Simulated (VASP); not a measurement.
# Run report: ZnSe, geometry relaxation (part 2 of 2)

Continued. System: ZnSe (F-43m, 2 atoms in the cell). Method: Kohn-Sham DFT of a periodic cell, PBE, VASP PAW PBE potentials, minimal, no spin polarisation (VASP 6.6.1); cutoff 300 eV, 4×4×4 k-mesh, Gaussian smearing of 0.03 eV. The structure derives from an entry of the Crystallography Open Database.

Geometry of the input (Å; fractional positions):
```
-0.0000  2.8731  2.8731
2.8731  -0.0000  2.8731
2.8731  2.8731  -0.0000
Zn 0.0000  0.0000  0.0000
Se 0.2500  0.2500  0.2500
```

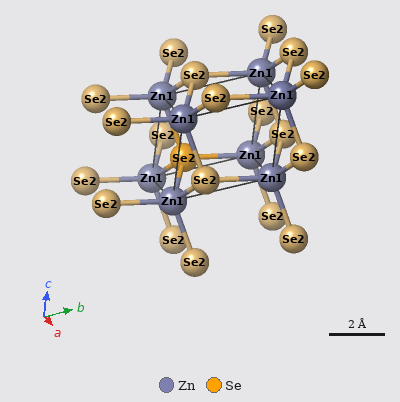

Figure 1. The geometry at step 1 of the log (ball-and-stick view of the cell of the calculation, seen slightly off an axis; neighbours outside the cell are drawn fainter; atoms are numbered from 1 in the order of the input).

Parts of OUTCAR, continued
```
  energy without entropy =       -5.96816709  energy(sigma->0) =       -5.96816709

------------------------ aborting loop because EDIFF is reached ----------------------------------------

  FORCE on cell =-STRESS in cart. coord.  units (eV):
  Direction    XX          YY          ZZ          XY          YZ          ZX
  --------------------------------------------------------------------------------------
  -------------------------------------------------------------------------------------
  Total        0.0130960      0.0130960      0.0130960      0.0000000     -0.0000000      0.0000000
  in kB        0.4423432      0.4423432      0.4423432      0.0000000     -0.0000000      0.0000000
  external PRESSURE =       0.4423432 kB  Pullay stress =       0.0000000 kB

 VOLUME and BASIS-vectors are now :
 -----------------------------------------------------------------------------
  energy-cutoff  :      300.00
  volume of cell :       47.43
      direct lattice vectors                 reciprocal lattice vectors
     0.000000000  2.873117027  2.873117027    -0.174027022  0.174027022  0.174027022
     2.873117027  0.000000000  2.873117027     0.174027022 -0.174027022  0.174027022
     2.873117027  2.873117027  0.000000000     0.174027022  0.174027022 -0.174027022

 POSITION                                       TOTAL-FORCE (eV/Angst)
 -----------------------------------------------------------------------------------
      0.00000      0.00000      0.00000         0.000000      0.000000     -0.000000
      1.43656      1.43656      1.43656        -0.000000     -0.000000      0.000000
 -----------------------------------------------------------------------------------
    total drift:                               -0.000006     -0.000006     -0.000006

  FREE ENERGIE OF THE ION-ELECTRON SYSTEM (eV)
  ---------------------------------------------------
  free  energy   TOTEN  =        -5.9681670915 eV

  energy  without entropy=       -5.9681670915  energy(sigma->0) =       -5.96816709

--------------------------------------- Ionic step        2  -------------------------------------------

 number of electron      17.9999942 magnetization

 Free energy of the ion-electron system (eV)
  ---------------------------------------------------
  ext. energy  EPLUGINS =         0.00000000
  ---------------------------------------------------
  free energy    TOTEN  =        -5.96816863 eV

  energy without entropy =       -5.96816863  energy(sigma->0) =       -5.96816863

 E-fermi :   1.4284     XC(G=0):  -9.1166     alpha+bet : -6.9068

 val. band max:        1.2936627724   @ k =   0.0000   0.0000   0.0000
 cond. band min:       2.3972724744   @ k =   0.0000   0.0000   0.0000
 fundamental gap:      1.1036097020
 Fermi energy:         1.4283633914

 k-point     1 :       0.0000    0.0000    0.0000
  band No.  band energies     occupation
      1     -11.7020      2.00000
      2      -5.1183      2.00000
      3      -5.1182      2.00000
      4      -5.1182      2.00000
      5      -4.7866      2.00000
      6      -4.7866      2.00000
      7       1.2937      2.00000
      8       1.2937      2.00000
      9       1.2937      2.00000
     10       2.3973      0.00000
     11       7.0772      0.00000
     12       7.0772      0.00000
     13       7.0772      0.00000

 k-point     2 :       0.2500    0.0000    0.0000
  band No.  band energies     occupation
      1     -11.3684      2.00000
      2      -5.0723      2.00000
      3      -5.0723      2.00000
      4      -5.0509      2.00000
      5      -4.7863      2.00000
      6      -4.7863      2.00000
      7      -1.6596      2.00000
      8       0.8486      2.00000
      9       0.8487      2.00000
     10       3.9091      0.00000
     11       7.6842      0.00000
     12       7.6842      0.00000
     13       7.7306      0.00000

 k-point     3 :       0.5000    0.0000    0.0000
  band No.  band energies     occupation
      1     -10.9792      2.00000
      2      -5.0387      2.00000
      3      -5.0387      2.00000
      4      -4.7700      2.00000
      5      -4.7700      2.00000
      6      -4.6416      2.00000
      7      -3.6870      2.00000
      8       0.4815      2.00000
      9       0.4815      2.00000
     10       3.7400      0.00000
     11       7.6551      0.00000
     12       7.6551      0.00000
     13       9.7378      0.00000

 k-point     4 :       0.2500    0.2500    0.0000
  band No.  band energies     occupation
      1     -11.2564      2.00000
      2      -5.1149      2.00000
      3      -5.0177      2.00000
      4      -5.0177      2.00000
      5      -4.8083      2.00000
      6      -4.7650      2.00000
      7      -1.5326      2.00000
      8       0.1264      2.00000
      9       0.1264      2.00000
     10       5.0870      0.00000
     11       5.3201      0.00000
     12       9.1886      0.00000
     13       9.1887      0.00000

 k-point     5 :       0.5000    0.2500    0.0000
  band No.  band energies     occupation
      1     -10.8642      2.00000
      2      -5.0347      2.00000
      3      -4.9651      2.00000
      4      -4.8716      2.00000
      5      -4.7621      2.00000
      6      -4.6530      2.00000
      7      -3.1303      2.00000
      8      -1.0080      2.00000
      9      -0.1944      2.00000
     10       5.0063      0.00000
     11       6.7777      0.00000
     12       8.7492      0.00000
     13       9.5133      0.00000

 k-point     6 :      -0.2500    0.2500    0.0000
  band No.  band energies     occupation
      1     -10.9957      2.00000
      2      -5.0260      2.00000
      3      -5.0127      2.00000
      4      -4.8733      2.00000
      5      -4.7967      2.00000
      6      -4.7383      2.00000
      7      -2.7111      2.00000
      8      -1.0929      2.00000
      9       0.4431      2.00000
     10       5.2963      0.00000
     11       7.6093      0.00000
     12       8.0035      0.00000
     13       8.5258      0.00000

 k-point     7 :       0.5000    0.5000    0.0000
  band No.  band energies     occupation
      1     -10.7343      2.00000
      2      -5.0681      2.00000
      3      -4.8909      2.00000
      4      -4.8909      2.00000
      5      -4.7433      2.00000
      6      -4.6215      2.00000
      7      -3.2954      2.00000
      8      -0.7530      2.00000
      9      -0.7530      2.00000
     10       4.3501      0.00000
     11       4.7291      0.00000
     12      11.7305      0.00000
     13      12.2331      0.00000

 k-point     8 :      -0.2500    0.5000    0.2500
  band No.  band energies     occupation
      1     -10.7300      2.00000
      2      -5.0048      2.00000
      3      -4.9330      2.00000
      4      -4.8132      2.00000
      5      -4.8110      2.00000
      6      -4.5170      2.00000
      7      -3.2089      2.00000
      8      -1.3092      2.00000
      9      -1.1881      2.00000
     10       6.6329      0.00000
     11       6.7635      0.00000
     12       8.1404      0.00000
     13       8.9907      0.00000

------------------------ aborting loop because EDIFF is reached ----------------------------------------

  FORCE on cell =-STRESS in cart. coord.  units (eV):
  Direction    XX          YY          ZZ          XY          YZ          ZX
  --------------------------------------------------------------------------------------
  -------------------------------------------------------------------------------------
  Total       -0.0029095     -0.0029095     -0.0029095     -0.0000000      0.0000000     -0.0000000
  in kB       -0.0981814     -0.0981814     -0.0981814     -0.0000000      0.0000000     -0.0000000
  external PRESSURE =      -0.0981814 kB  Pullay stress =       0.0000000 kB

 VOLUME and BASIS-vectors are now :
 -----------------------------------------------------------------------------
  energy-cutoff  :      300.00
  volume of cell :       47.48
      direct lattice vectors                 reciprocal lattice vectors
     0.000000000  2.874024624  2.874024624    -0.173972065  0.173972065  0.173972065
     2.874024624 -0.000000000  2.874024624     0.173972065 -0.173972065  0.173972065
     2.874024624  2.874024624  0.000000000     0.173972065  0.173972065 -0.173972065

 POSITION                                       TOTAL-FORCE (eV/Angst)
 -----------------------------------------------------------------------------------
      2.87402      2.87402      5.74805         0.000000      0.000000      0.000000
      1.43701      1.43701      1.43701        -0.000000     -0.000000     -0.000000
 -----------------------------------------------------------------------------------
    total drift:                               -0.000006     -0.000006     -0.000006

  FREE ENERGIE OF THE ION-ELECTRON SYSTEM (eV)
  ---------------------------------------------------
  free  energy   TOTEN  =        -5.9681686270 eV

  energy  without entropy=       -5.9681686270  energy(sigma->0) =       -5.96816863

 reached required accuracy - stopping structural energy minimisation
```

CONTCAR
```
ZnSe
   1.00000000000000
     0.0000000000000000    2.8740246238285128    2.8740246238285128
     2.8740246238285128   -0.0000000000000000    2.8740246238285128
     2.8740246238285128    2.8740246238285128    0.0000000000000000
  Zn              Se
     1     1
Direct
     1.0000000000000000    1.0000000000000000    0.0000000000000000
     0.2500000000000000    0.2500000000000000    0.2500000000000000

  0.00000000E+00  0.00000000E+00  0.00000000E+00
  0.00000000E+00  0.00000000E+00  0.00000000E+00
```

Trajectory as extended XYZ (Å, eV, eV/Å), 2 frames, from step=0 to step=1
```
2
Lattice="0.0000 2.8731 2.8731 2.8731 0.0000 2.8731 2.8731 2.8731 0.0000" Properties=species:S:1:pos:R:3:forces:R:3 step=0 energy=-5.96817
Zn    0.0000    0.0000    0.0000    0.0000   0.0000   0.0000
Se    1.4366    1.4366    1.4366    0.0000   0.0000   0.0000
2
Lattice="0.0000 2.8740 2.8740 2.8740 -0.0000 2.8740 2.8740 2.8740 0.0000" Properties=species:S:1:pos:R:3:forces:R:3 step=1 energy=-5.96817
Zn    2.8740    2.8740    5.7480    0.0000   0.0000   0.0000
Se    1.4370    1.4370    1.4370    0.0000   0.0000   0.0000
```

Results in brief

| quantity | value |
| --- | --- |
| outcome | converged |
| space group (tolerance 0.01 Å) | F-43m (216) |
| electrons treated | 18 |
| free energy | −5.9682 eV |
| Fermi energy | 1.428 eV |
| gap on the k-point mesh | 1.10 eV |
| pressure | −0.01 GPa |
| final volume | 47.48 Å³ |
| largest force (length of the vector) at the end | under 0.001 eV/Å |
| final cell | a = 4.064 Å, b = 4.064 Å, c = 4.064 Å, α = 60.00°, β = 60.00°, γ = 60.00° |
| wall time | 3.4 s |
| peak memory | 0.13 GiB |
